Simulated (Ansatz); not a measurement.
```
Re
1.0
     2.43819    0.00000    0.00000
     0.00000    2.43700    0.00000
     0.00000    0.00000   23.80000
Re
1
Cartesian
  1.2191 1.2185 7.0001
```

A structure generated by program, which may or may not match a known phase; the program warned that a starting moment wasn't kept; spin-polarised, but the moments vanished.

Method: DFT PBE, scalar-relativistic, plane waves, PAW in Ansatz.

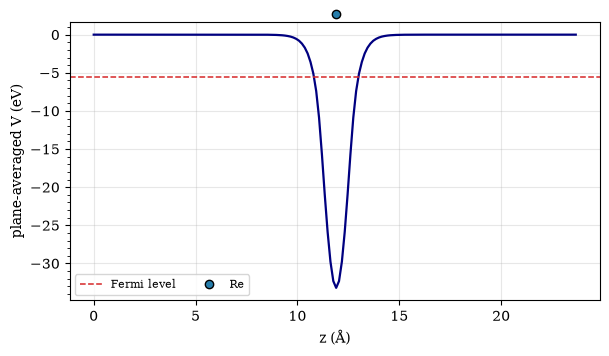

Re. Plane average of the electrostatic potential energy of an electron across the slab. Circles mark the heights of the atoms.

**How far below the vacuum level is the Fermi level?**

The potential is flat in the vacuum, 5.59 eV above the Fermi level; this is the work function, the same on both faces.

**How thick is the slab, and how wide the vacuum?**

The outermost nuclei are 0.0 Å apart, in 1 atomic plane; the vacuum between periodic images is 23.8 Å wide.
